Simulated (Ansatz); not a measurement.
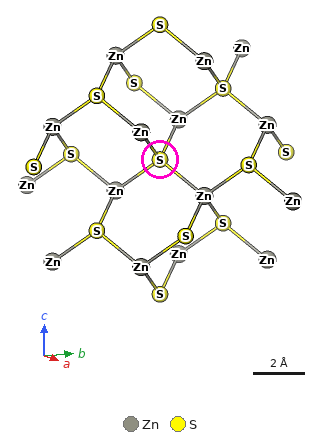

Perfect ZnS. Style: ball-and-stick. Shown: the atoms within 6.0 Å of one point, in a slice 5.0 Å thick across the line of sight, slightly off an axis.

These are results of DFT, PBEsol, PAW, plane waves in Ansatz, not measurements. Settings: plane-wave cutoff 420 eV; k-point mesh 1 × 1 × 1; mesh shifted by (0.25, 0.25, 0.25); no spin polarisation. Fermi-Dirac smearing of 0.01 eV. A uniform background neutralises the charged cell. The axes drawn are those of the host's conventional cell.

A sulfur atom is taken out (a vacancy) at the ringed place, in charge state +2. The supercell has 64 sites, and the atoms are relaxed at the host's cell.

Q: How do the neighbours respond?

A: Around the empty S site the host had 4 Zn at 2.32 Å; after relaxation the nearest atoms are 4 Zn at 2.89 Å. Of the host's atoms, a zinc atom moves furthest from its site, by 0.57 Å.

The relaxed defect, seen from the same direction:

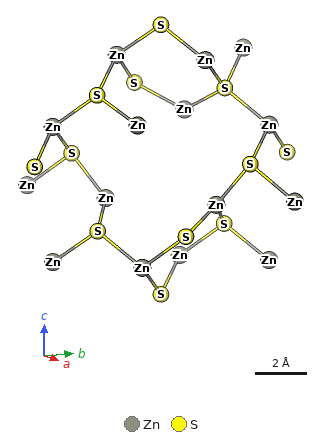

Limits of the set-up: the cell is charged, on a uniform background, and energies carry no finite-size correction.
